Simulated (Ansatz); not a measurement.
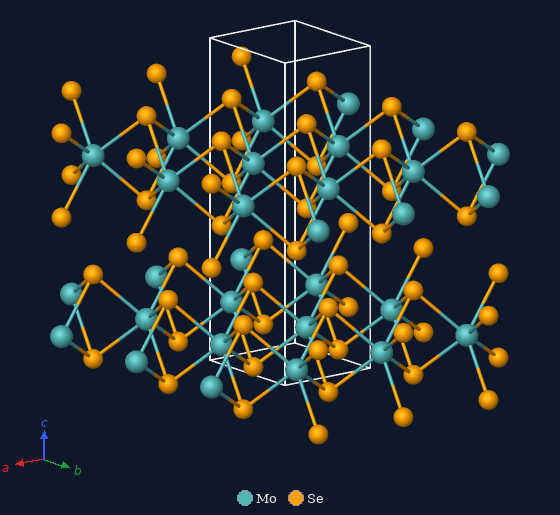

System MoSe₂ (space group P6_3/mmc, No. 194); source of the atomic positions: coordinates from a relaxation with Ansatz 0.2.0, DFT, PBE-D4, plane waves, PAW.

Bonds are taken as Mo–Se below 2.8 Å. Atoms with one bond or none are removed and atoms with two bonds are replaced by edges, until no such atom is left.

What kind of net remains, and which atoms are its nodes?

Answer. A binodal (3,6)-connected, two-periodic (layers) net: Se is a 3-connected node; Mo is a 6-connected node, in the ratio 2:1.

Name the underlying net.

Answer. It is the net of the trigonal-prismatic layers of 2H-MoS2.

How do the layers lie?

Answer. The layers lie parallel to (001).

How many nodes does the smallest cycle have?

Answer. Four.

Give the first ten terms of the coordination sequence (nodes one, two, three … edges away).

Answer. Se: 3, 13, 9, 24, 15, 36, 21, 48, 27, 60; Mo: 6, 6, 18, 12, 30, 18, 42, 24, 54, 30.

The simplified net, drawn on the atoms' positions. Nodes are coloured by element. One layer is drawn. Short stubs are edges that leave the cut-out.

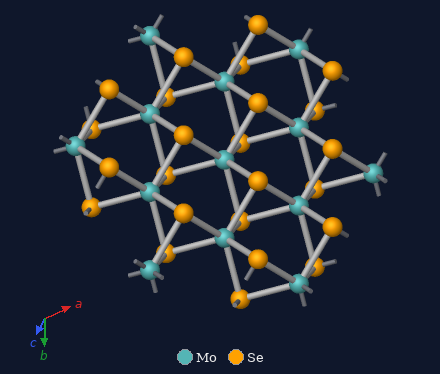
